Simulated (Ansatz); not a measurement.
Scan of the smearing width.
W (Im-3m, 1 atom in the cell); Ansatz 0.2.0, DFT, LDA (PW92), plane waves (420 eV) with PAW, scalar-relativistic; 14×14×14 k-mesh, Gaussian smearing.
ΔE is the free energy less its value at the smallest setting, 0.01 eV.
Dashed lines or grey bands mark the tolerance: 1 meV/atom and 0.1 GPa.
On logarithmic panels, open markers lie below the reference value and filled ones above.
Values: 1 eV, 0.6 eV, 0.3 eV, 0.2 eV, 0.1 eV, 0.03 eV and 0.01 eV.

**How do the results converge (to 1 meV/atom and 0.1 GPa)?**

The free energy is within 1 meV/atom of the smallest setting's value from 0.03 eV down. It is off by 140 meV/atom at 1 eV, 17 meV/atom at 0.3 eV and 3 meV/atom at 0.1 eV (always below it). The pressure is within 0.1 GPa of the smallest setting's value from 0.03 eV down. It is 0.86 GPa at 1 eV, 0.02 GPa at 0.3 eV, −0.03 GPa at 0.1 eV and −0.14 GPa at 0.01 eV. The free energy falls with the width because it holds the −TS term of the fractional occupations.

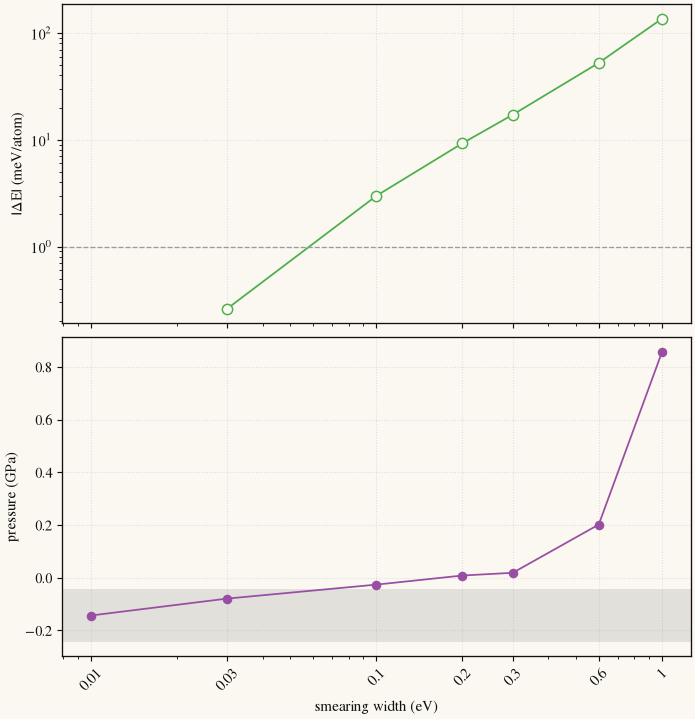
